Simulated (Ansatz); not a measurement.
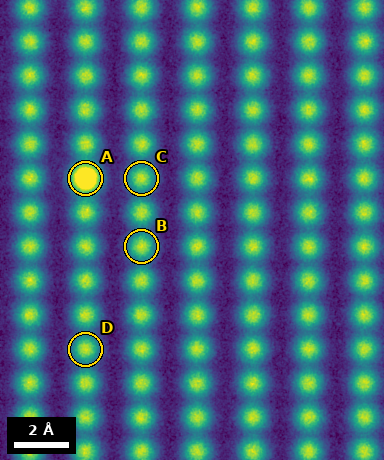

Z-contrast image of Co (Fm-3m, No. 225) along [211]. Simulated incoherent Z contrast: every atom adds Z^1.7 spread by a probe of 0.73 Å full width; channelling and multiple scattering are left out. The probe carries 15 % of its weight in a tail 2.5 times as wide. The display is stretched by a gamma of 0.65; percentages refer to the linear signal. Shot noise was added.

The sample is 1 repeat (4.3 Å) thick. One point defect was put into the perfect crystal, without relaxing the atoms around it. Brightness is counted from the darkest point of the image. Host structure: the geometry relaxed with Ansatz, DFT, PBE, plane waves (420 eV) with PAW, scalar-relativistic; the starting structure was generated, so it need not be a known form of this composition.

Question: Which ringed column holds the defect, and does it scatter more or less than its equals?

Answer: A; it scatters more. The column holds 1 atom (Co) through the sample, and one Co atom is replaced by Rh, so its peak rises to about 240 % of that of its equals.
